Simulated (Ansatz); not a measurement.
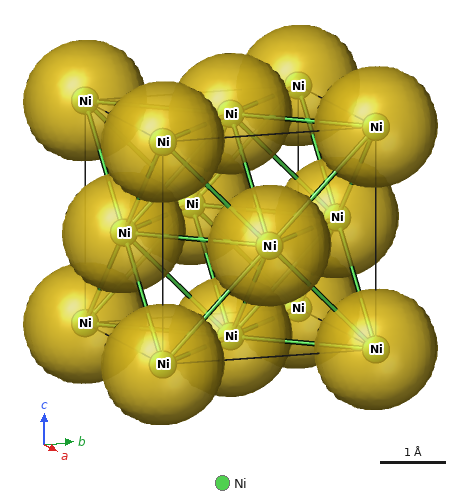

The picture shows: Ni. Isosurface of the valence charge density (pseudo) at 0.5 e/Å³ (yellow), seen slightly off an axis. Sticks mark near contacts.

Space group Fm-3m; computed pressure about −5 GPa in this cell; computed without spin polarisation.

Computed with Ansatz, DFT, PBE, PAW, plane waves, scalar-relativistic.

The density is the valence pseudo-density of a PAW calculation; it isn't the true density close to the nuclei.

How is the density connected at this value?

At this value the density breaks into separate islands; it holds about 85 % of the electrons treated as valence (semicore included). It bridges none of the near contacts. It is pinched off along the sampled Ni–Ni (2.50 Å) contacts. On the grid the lowest density along these lines, outside the cores, is 0.31 e/Å³ (Ni–Ni, 2.50 Å).

Does the calculation make it a metal, or give it a gap?

It is metallic or semimetallic at this level of theory: no gap opens.
